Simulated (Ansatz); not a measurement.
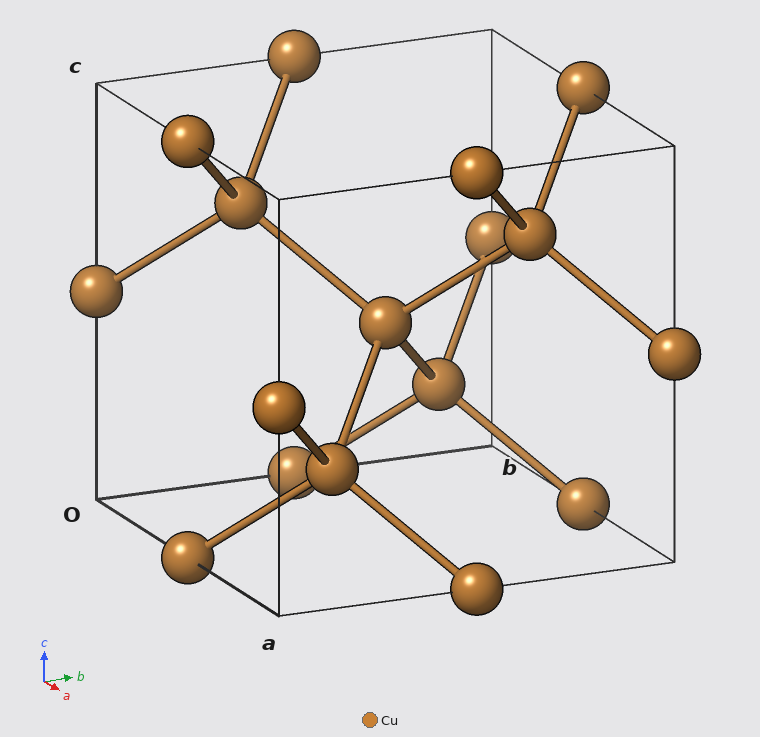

One unit cell is drawn above. Crystal: Cu, the input geometry of an electronic-structure calculation (not necessarily at equilibrium); the starting structure was generated, so it need not be a known form of this composition. The drawing is computed from the coordinates (standard cell, symmetry found to 0.002 Å).

```yaml
crystal:
  lattice:
    - [5.44501, 0.00000, 0.00000]
    - [0.00000, 5.44501, 0.00000]
    - [0.00000, 0.00000, 5.44501]
  atoms:
    - { symbol: Cu, position: [0.75000, 0.75000, 0.75000] }
    - { symbol: Cu, position: [0.00000, 0.50000, 0.00000] }
    - { symbol: Cu, position: [0.75000, 0.25000, 0.25000] }
    - { symbol: Cu, position: [0.00000, 0.00000, 0.50000] }
    - { symbol: Cu, position: [0.25000, 0.75000, 0.25000] }
    - { symbol: Cu, position: [0.50000, 0.50000, 0.50000] }
    - { symbol: Cu, position: [0.25000, 0.25000, 0.75000] }
    - { symbol: Cu, position: [0.50000, 0.00000, 0.00000] }
```

### What is its point group?

m-3m (Oh), order 48, cubic system: three fourfold axes, four threefold axes, six twofold axes, nine mirror planes, an inversion centre.

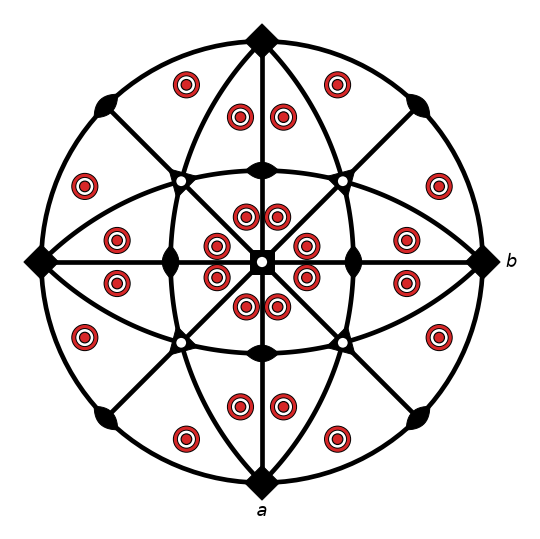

Stereographic projection: filled dots lie in the upper hemisphere, open rings in the lower; heavy lines are mirror planes (a heavy rim: a mirror in the plane of the page); lens, triangle, square and hexagon are 2-, 3-, 4- and 6-fold axes, a lens in an open square is −4, a triangle in an open hexagon −6; thin dashed diameters join the ends of axes that lie in the page; a small open circle marks inversion. The poles are one general form. The c axis points at the viewer.

### What does this class allow?

Class m-3m is centrosymmetric, so neither piezoelectric nor pyroelectric; it is not chiral. Its Laue class is m-3m.
